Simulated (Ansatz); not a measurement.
Geometry relaxation of SiC (part 1 of 2)

The run: geometry relaxation of SiC (P6₃mc, 12 atoms in the cell). Method and program: DFT, PBE, plane waves, PAW, no spin polarisation (Ansatz 0.2.0).

The structure derives from an entry of the Crystallography Open Database. Figures and captions count atoms from 1; the log counts them from 0 in places.

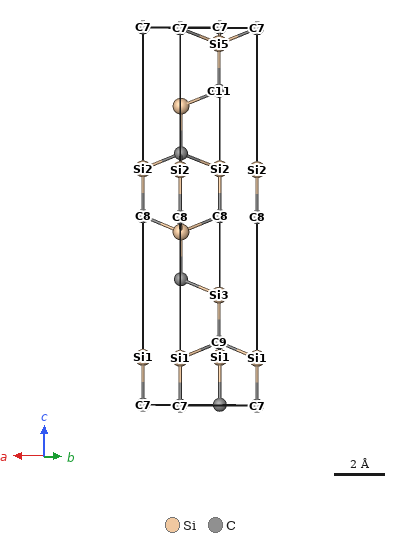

The structure as given in the input (ball-and-stick view of the cell of the calculation, seen at an oblique angle; atoms are numbered from 1 in the order of the input).

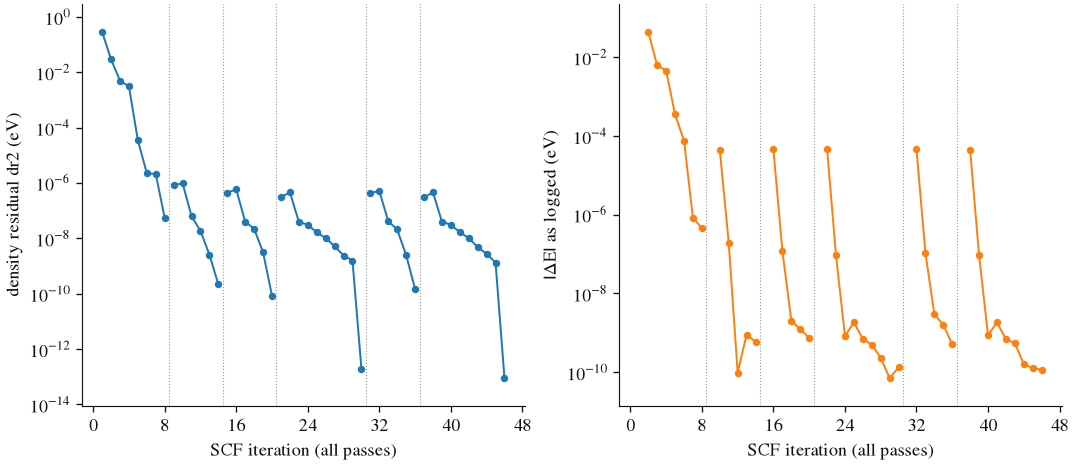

Convergence of the self-consistent field: density residual dr2 and size of the energy change against the SCF iteration. The dotted lines part the SCF passes of the relaxation: geometry steps, rejected trials and re-solves on a re-selected basis. The 6 passes take 6 to 10 iterations each, 46 in all.

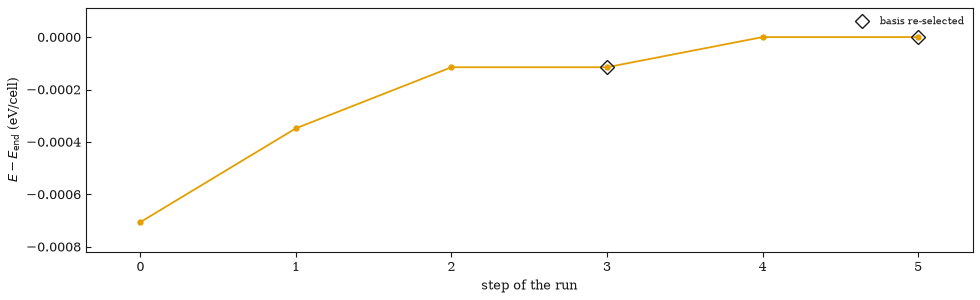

Progress of the relaxation, step by step (the first geometry is step 0 here and step 1 in the log). The atoms keep their places (all moves are under 0.005 Å). The cell doesn't change. The space group stays P6_3mc (No. 186). After 3 geometry steps the energy has risen by 0.7 meV per cell of the calculation. The largest force component goes from 0.0046 to under 0.0001 eV/Å. The pressure goes from 0.01 to 0.00 GPa. 1 further SCF at an unchanged geometry re-selected the plane-wave basis for the new cell. The energy change given includes the shifts at the re-selections in mid-walk, which come without any move. A last SCF at the same geometry on a re-selected plane-wave basis shifts the energy by next to nothing (0.0 meV per cell of the calculation). (Atoms are counted from 1 in the order of the input.)

These pictures come from the run below.

Input file:
```yaml
crystal:
  lattice:
    - [3.1053448312, 0.0, 0.0]
    - [-1.5526724156, 2.6893075113, 0.0]
    - [0.0, 0.0, 15.2416777644]
  atoms:
    - { symbol: Si, position: [0.0, 0.0, 0.1250345988] }
    - { symbol: Si, position: [0.0, 0.0, 0.6250345988] }
    - { symbol: Si, position: [0.3333333333, 0.6666666667, 0.2918052131] }
    - { symbol: Si, position: [0.6666666667, 0.3333333333, 0.7918052131] }
    - { symbol: Si, position: [0.3333333333, 0.6666666667, 0.9582829459] }
    - { symbol: Si, position: [0.6666666667, 0.3333333333, 0.4582829459] }
    - { symbol: C, position: [0.0, 0.0, -0.0003008396] }
    - { symbol: C, position: [0.0, 0.0, 0.4996991604] }
    - { symbol: C, position: [0.3333333333, 0.6666666667, 0.1668615155] }
    - { symbol: C, position: [0.6666666667, 0.3333333333, 0.6668615155] }
    - { symbol: C, position: [0.3333333333, 0.6666666667, 0.8333165663] }
    - { symbol: C, position: [0.6666666667, 0.3333333333, 0.3333165663] }
basis:
  ecutwfc: 240.0
kpoints:
  mp_grid: { grid: [12, 12, 2] }
hamiltonian:
  xc: pbe
scf:
  occupations: { method: fixed }
output:
  forces: true
  stress: true
  eigenvalues: true
  write_density: true
  write_potential: true
  elf: true
  volumetric_format: npy
relax:
  adjacent_minimum: "off"
  f_tol: 0.001
  max_steps: 60
  cell: { stress_tol: 0.01 }
```

Launch command:
```bash
ansatz run input.yaml --threads 1 --pin off --max-ram 2560MiB --backend cpu --events-out ev --progress --plain --runs-dir out
```

The program's output:
```
Warning: basis.ecutwfc = 240 eV is below the records' recommended 420 eV, and the density's cutoff is lower with it unless basis.ecutrho_ratio is high enough to keep the records' density cutoff: compare with a run at a higher cutoff
Engine: ansatz 0.2.0, x86_64-unknown-linux-gnu
Pseudopotentials: kind: paw
Pseudopotential: Si, paw, valence charge 4, recommended cutoff 420 eV (normal), Si.paw.azcp
Pseudopotential: C, paw, valence charge 4, recommended cutoff 420 eV (normal), C.paw.azcp
Functional definition: PBE
  parameter kappa = 0.804
  parameter beta = 0.06672455060314922
  exchange = pbe_x(kappa = kappa, mu = beta*pi^2/3)
  correlation = pbe_c(beta = beta)
Crystal: 12 atoms, lattice volume = 127.287 Å³
Basis set: ecut = 240 eV, 1059 PW (Γ), exchange–correlation on 32×32×160 points (8 copies of the dense FFT grid, shifted against one another)
Bands: 36, of which v1, the nominal top of the filled ones, is band 24 counted from 1 (23 counted from 0)
Symmetry: 12 space group operations
Space group: P63mc (ITA 186), of the structure as read, at distance tolerance 5.0e-5 Å
k-points: 38 of 288
Non-local potential: Si, projectors of the file, l = 0: 2, l = 1: 2, l = 2: 2
Non-local potential: C, projectors of the file, l = 0: 2, l = 1: 2, l = 2: 1
PAW form: soft (Blöchl's): semilocal exchange-correlation on the pseudo side does not see the compensation charge
PAW one-centre angular grid: Si, 110 points (default); XC on 64 Gauss nodes
PAW one-centre angular grid: C, 110 points (default); XC on 64 Gauss nodes
Initial density: superposition of atomic densities (neutral atoms: chi_scale 0, normalization atom), corrected by the library's trained network
Initial wavefunctions: pseudopotential atomic-orbital guess
Functional: x = pbe(κ = 0.804, μ = 0.2195149727645171), c = pbe(β = 0.06672455060314922)
SCF iter   1: F=—  HF=-5319.045521 eV  |F-HF|=—  |Δ(HF+E_count)|=         —  Δρ=2.13e-2  dr2=2.87e-1  ethr=1.77e-3  ⟨swp⟩=4.3  Hψ=5495  notcnv=0  defer=344
preconditioner: auto → none  [insulator: Δε(μ)=1.834 eV  Ē_g=11.765 eV  n_scr=10 (ndim 8)  ℏωp=22.8 eV  f_vac=0.000  ε∞_Penn≈4.8]
SCF iter   2: F=—  HF=-5319.001310 eV  |F-HF|=—  |Δ(HF+E_count)|=   4.42e-2  Δρ=8.50e-3  dr2=2.92e-2  ethr=5.97e-4  ⟨swp⟩=2.0  Hψ=2500  notcnv=0  defer=379
SCF iter   3: F=—  HF=-5319.007528 eV  |F-HF|=—  |Δ(HF+E_count)|=   6.22e-3  Δρ=4.41e-3  dr2=4.92e-3  ethr=6.09e-5  ⟨swp⟩=2.8  Hψ=2075  notcnv=0  defer=380
SCF iter   4: F=—  HF=-5319.012137 eV  |F-HF|=—  |Δ(HF+E_count)|=   4.61e-3  Δρ=1.27e-3  dr2=3.07e-3  ethr=1.03e-5  ⟨swp⟩=2.9  Hψ=1914  notcnv=0  defer=380
SCF iter   5: F=—  HF=-5319.011782 eV  |F-HF|=—  |Δ(HF+E_count)|=   3.54e-4  Δρ=2.75e-4  dr2=3.46e-5  ethr=6.39e-6  ⟨swp⟩=2.2  Hψ=1641  notcnv=0  defer=380
SCF iter   6: F=—  HF=-5319.011858 eV  |F-HF|=—  |Δ(HF+E_count)|=   7.59e-5  Δρ=4.59e-5  dr2=2.26e-6  ethr=7.20e-8  ⟨swp⟩=2.1  Hψ=2145  notcnv=0  defer=289
SCF iter   7: F=—  HF=-5319.011859 eV  |F-HF|=—  |Δ(HF+E_count)|=   8.41e-7  Δρ=2.21e-5  dr2=2.09e-6  ethr=4.70e-9  ⟨swp⟩=2.0  Hψ=1945  notcnv=0  defer=292
SCF iter   8: F=-5319.011859 eV  HF=-5319.011859 eV  |F-HF|=2.92e-8  |Δ(HF+E_count)|=   4.53e-7  Δρ=5.90e-6  dr2=5.42e-8  ethr=2.08e-10  ⟨swp⟩=15.7  Hψ=11619  notcnv=0
SCF 1 converged in 8 iterations: F = -5319.011859 eV  dr2 = 5.42e-8
  greatest PAW one-centre occupation: 0.640 electrons in one spin orbital (limit 2), on the C atom at site 7 (counted from 0), in its partial waves of l = 0
relax step   1: F+E_penalty+E_count = -5319.01185872 eV  Δ(F+E_penalty+E_count) = +0.000e0 eV  max|allowed force component| = 4.575e-3 eV/Å  Δτ_max = 0.0000 Å  P = +0.009 GPa  Ω = 127.287 Å³  (8 SCF iters, dr2 threshold 1.00e-7 eV, accepted)
Crystal: 12 atoms, lattice volume = 127.290 Å³
Initial density: handed on by an earlier stage of this run
Initial wavefunctions: those handed on with the density
iter 1 solved again at ethr=1.72e-9 eV; its pass at ethr=3.10e-3 eV (dr2=8.28e-7 eV) is discarded
SCF iter   1: F=—  HF=-5319.011457 eV  |F-HF|=—  |Δ(HF+E_count)|=         —  Δρ=2.53e-5  dr2=8.43e-7  ethr=1.72e-9  ⟨swp⟩=2.4  Hψ=4971  notcnv=0
preconditioner: auto → none  [insulator: Δε(μ)=1.955 eV  Ē_g=11.797 eV  n_scr=10 (ndim 8)  ℏωp=22.8 eV  f_vac=0.000  ε∞_Penn≈4.7]
SCF iter   2: F=—  HF=-5319.011502 eV  |F-HF|=—  |Δ(HF+E_count)|=   4.50e-5  Δρ=1.96e-5  dr2=9.74e-7  ethr=1.72e-9  ⟨swp⟩=3.3  Hψ=2524  notcnv=0
SCF iter   3: F=—  HF=-5319.011501 eV  |F-HF|=—  |Δ(HF+E_count)|=   1.96e-7  Δρ=9.71e-6  dr2=6.37e-8  ethr=1.72e-9  ⟨swp⟩=2.0  Hψ=1600  notcnv=0
SCF iter   4: F=—  HF=-5319.011501 eV  |F-HF|=—  |Δ(HF+E_count)|=  9.73e-11  Δρ=4.64e-6  dr2=1.86e-8  ethr=1.33e-10  ⟨swp⟩=2.1  Hψ=1746  notcnv=0
SCF iter   5: F=—  HF=-5319.011501 eV  |F-HF|=—  |Δ(HF+E_count)|=  9.00e-10  Δρ=1.16e-6  dr2=2.59e-9  ethr=3.89e-11  ⟨swp⟩=2.2  Hψ=1804  notcnv=0
SCF iter   6: F=-5319.011501 eV  HF=-5319.011501 eV  |F-HF|=1.66e-10  |Δ(HF+E_count)|=  5.85e-10  Δρ=2.95e-7  dr2=2.18e-10  ethr=2.73e-12  ⟨swp⟩=9.8  Hψ=8523  notcnv=0
SCF 2 converged in 6 iterations: F = -5319.011501 eV  dr2 = 2.18e-10
relax step   2: F+E_penalty+E_count = -5319.01150133 eV  Δ(F+E_penalty+E_count) = +3.574e-4 eV  max|allowed force component| = 1.174e-3 eV/Å  Δτ_max = 0.0001 Å  P = +0.004 GPa  Ω = 127.290 Å³  energy of the carried Pulay correction = -3.585e-4 eV  (6 SCF iters, dr2 threshold 1.31e-9 eV, accepted)
Crystal: 12 atoms, lattice volume = 127.292 Å³
iter 1 solved again at ethr=8.47e-10 eV; its pass at ethr=3.10e-3 eV (dr2=4.07e-7 eV) is discarded
SCF iter   1: F=—  HF=-5319.011223 eV  |F-HF|=—  |Δ(HF+E_count)|=         —  Δρ=2.12e-5  dr2=4.42e-7  ethr=8.47e-10  ⟨swp⟩=2.3  Hψ=4951  notcnv=0
SCF iter   2: F=—  HF=-5319.011268 eV  |F-HF|=—  |Δ(HF+E_count)|=   4.55e-5  Δρ=1.57e-5  dr2=5.90e-7  ethr=8.47e-10  ⟨swp⟩=3.2  Hψ=2628  notcnv=0
SCF iter   3: F=—  HF=-5319.011268 eV  |F-HF|=—  |Δ(HF+E_count)|=   1.22e-7  Δρ=7.79e-6  dr2=3.99e-8  ethr=8.47e-10  ⟨swp⟩=2.1  Hψ=1645  notcnv=0
SCF iter   4: F=—  HF=-5319.011268 eV  |F-HF|=—  |Δ(HF+E_count)|=   2.05e-9  Δρ=5.23e-6  dr2=2.22e-8  ethr=8.32e-11  ⟨swp⟩=2.6  Hψ=1824  notcnv=0
SCF iter   5: F=—  HF=-5319.011268 eV  |F-HF|=—  |Δ(HF+E_count)|=   1.23e-9  Δρ=1.59e-6  dr2=3.15e-9  ethr=4.62e-11  ⟨swp⟩=2.4  Hψ=1696  notcnv=0
SCF iter   6: F=-5319.011268 eV  HF=-5319.011268 eV  |F-HF|=2.00e-11  |Δ(HF+E_count)|=  7.45e-10  Δρ=3.39e-7  dr2=8.48e-11  ethr=1.60e-12  ⟨swp⟩=7.5  Hψ=8644  notcnv=0
SCF 3 converged in 6 iterations: F = -5319.011268 eV  dr2 = 8.48e-11
relax step   3: F+E_penalty+E_count = -5319.01126804 eV  Δ(F+E_penalty+E_count) = +2.333e-4 eV  max|allowed force component| = 5.233e-4 eV/Å  Δτ_max = 0.0000 Å  P = -0.000 GPa  Ω = 127.292 Å³  energy of the carried Pulay correction = -5.924e-4 eV  (6 SCF iters, dr2 threshold 7.68e-10 eV, accepted)
Initial wavefunctions: pseudopotential atomic-orbital guess (no wavefunctions were taken with the density)
iter 1 solved again at ethr=4.84e-8 eV; its pass at ethr=3.10e-3 eV (dr2=2.32e-5 eV) is discarded
SCF iter   1: F=—  HF=-5319.011221 eV  |F-HF|=—  |Δ(HF+E_count)|=         —  Δρ=1.97e-5  dr2=3.06e-7  ethr=4.84e-8  ⟨swp⟩=3.0  Hψ=8960  notcnv=0  defer=380
preconditioner: auto → none  [insulator: Δε(μ)=1.955 eV  Ē_g=11.815 eV  n_scr=10 (ndim 8)  ℏωp=22.8 eV  f_vac=0.000  ε∞_Penn≈4.7]
SCF iter   2: F=—  HF=-5319.011268 eV  |F-HF|=—  |Δ(HF+E_count)|=   4.68e-5  Δρ=1.50e-5  dr2=4.59e-7  ethr=6.36e-10  ⟨swp⟩=3.5  Hψ=2846  notcnv=0  defer=343
SCF iter   3: F=—  HF=-5319.011268 eV  |F-HF|=—  |Δ(HF+E_count)|=   9.30e-8  Δρ=7.71e-6  dr2=4.01e-8  ethr=6.36e-10  ⟨swp⟩=2.1  Hψ=1652  notcnv=0  defer=343
SCF iter   4: F=—  HF=-5319.011268 eV  |F-HF|=—  |Δ(HF+E_count)|=  8.33e-10  Δρ=6.10e-6  dr2=3.06e-8  ethr=8.36e-11  ⟨swp⟩=1.3  Hψ=1309  notcnv=0  defer=343
SCF iter   5: F=—  HF=-5319.011268 eV  |F-HF|=—  |Δ(HF+E_count)|=   1.83e-9  Δρ=4.59e-6  dr2=1.66e-8  ethr=6.39e-11  ⟨swp⟩=1.0  Hψ=1112  notcnv=0  defer=343
SCF iter   6: F=—  HF=-5319.011268 eV  |F-HF|=—  |Δ(HF+E_count)|=  6.98e-10  Δρ=3.58e-6  dr2=1.02e-8  ethr=3.46e-11  ⟨swp⟩=1.0  Hψ=1112  notcnv=0  defer=343
SCF iter   7: F=—  HF=-5319.011268 eV  |F-HF|=—  |Δ(HF+E_count)|=  5.01e-10  Δρ=2.59e-6  dr2=5.20e-9  ethr=2.12e-11  ⟨swp⟩=1.0  Hψ=1112  notcnv=0  defer=343
SCF iter   8: F=—  HF=-5319.011268 eV  |F-HF|=—  |Δ(HF+E_count)|=  2.33e-10  Δρ=1.74e-6  dr2=2.39e-9  ethr=1.08e-11  ⟨swp⟩=1.0  Hψ=1112  notcnv=0  defer=343
SCF iter   9: F=—  HF=-5319.011268 eV  |F-HF|=—  |Δ(HF+E_count)|=  7.00e-11  Δρ=1.43e-6  dr2=1.58e-9  ethr=4.97e-12  ⟨swp⟩=1.0  Hψ=1112  notcnv=0  defer=343
SCF iter  10: F=-5319.011268 eV  HF=-5319.011268 eV  |F-HF|=9.09e-13  |Δ(HF+E_count)|=  1.34e-10  Δρ=1.18e-8  dr2=1.97e-13  ethr=1.00e-12  ⟨swp⟩=13.2  Hψ=9925  notcnv=0
SCF 4 converged in 10 iterations: F = -5319.011268 eV  dr2 = 1.97e-13
relax step   4: F+E_penalty+E_count = -5319.01126804 eV  Δ(F+E_penalty+E_count) = -2.728e-11 eV  max|allowed force component| = 5.280e-4 eV/Å  Δτ_max = 0.0000 Å  P = +0.002 GPa  Ω = 127.292 Å³  stress off target by 2.35e-2 GPa  SCF on the basis re-selected at this cell (its energy is not comparable with the rows above)  (10 SCF iters)
basis re-selected at this cell: Δ(F+E_penalty+E_count) = -2.728e-11 eV, ΔP = +0.002 GPa vs the last step (what re-selecting the basis moved, of the pressure what is left beyond the Pulay correction that the steps carried, after the strain that the cell walked since its last selection, with what the two solves' SCF thresholds leave and, on support functions, any second-order correction that the steps lacked; it is no measure of the basis error at this ecutwfc). This SCF's stress stands 2.35e-2 GPa from its target on what of the cell is left free (relax.cell.stress_tol is 1.00e-2 GPa) and its largest allowed force component is 5.28e-4 eV/Å (relax.f_tol is 1.00e-3 eV/Å): not within both, so this SCF does not close the relaxation
Crystal: 12 atoms, lattice volume = 127.293 Å³
iter 1 solved again at ethr=8.15e-10 eV; its pass at ethr=3.10e-3 eV (dr2=3.91e-7 eV) is discarded
SCF iter   1: F=—  HF=-5319.011108 eV  |F-HF|=—  |Δ(HF+E_count)|=         —  Δρ=2.26e-5  dr2=4.34e-7  ethr=8.15e-10  ⟨swp⟩=2.6  Hψ=5081  notcnv=0
SCF iter   2: F=—  HF=-5319.011153 eV  |F-HF|=—  |Δ(HF+E_count)|=   4.55e-5  Δρ=1.55e-5  dr2=5.16e-7  ethr=8.15e-10  ⟨swp⟩=3.3  Hψ=2741  notcnv=0
SCF iter   3: F=—  HF=-5319.011153 eV  |F-HF|=—  |Δ(HF+E_count)|=   1.06e-7  Δρ=7.50e-6  dr2=4.13e-8  ethr=8.15e-10  ⟨swp⟩=2.1  Hψ=1659  notcnv=0
SCF iter   4: F=—  HF=-5319.011153 eV  |F-HF|=—  |Δ(HF+E_count)|=   2.99e-9  Δρ=4.88e-6  dr2=2.09e-8  ethr=8.61e-11  ⟨swp⟩=2.1  Hψ=1653  notcnv=0
SCF iter   5: F=—  HF=-5319.011153 eV  |F-HF|=—  |Δ(HF+E_count)|=   1.58e-9  Δρ=1.42e-6  dr2=2.49e-9  ethr=4.35e-11  ⟨swp⟩=2.2  Hψ=1641  notcnv=0
SCF iter   6: F=-5319.011153 eV  HF=-5319.011153 eV  |F-HF|=5.73e-11  |Δ(HF+E_count)|=  5.12e-10  Δρ=3.98e-7  dr2=1.49e-10  ethr=2.87e-12  ⟨swp⟩=9.4  Hψ=8265  notcnv=0
SCF 5 converged in 6 iterations: F = -5319.011153 eV  dr2 = 1.49e-10
  greatest PAW one-centre occupation: 0.640 electrons in one spin orbital (limit 2), on the C atom at site 6 (counted from 0), in its partial waves of l = 0
```
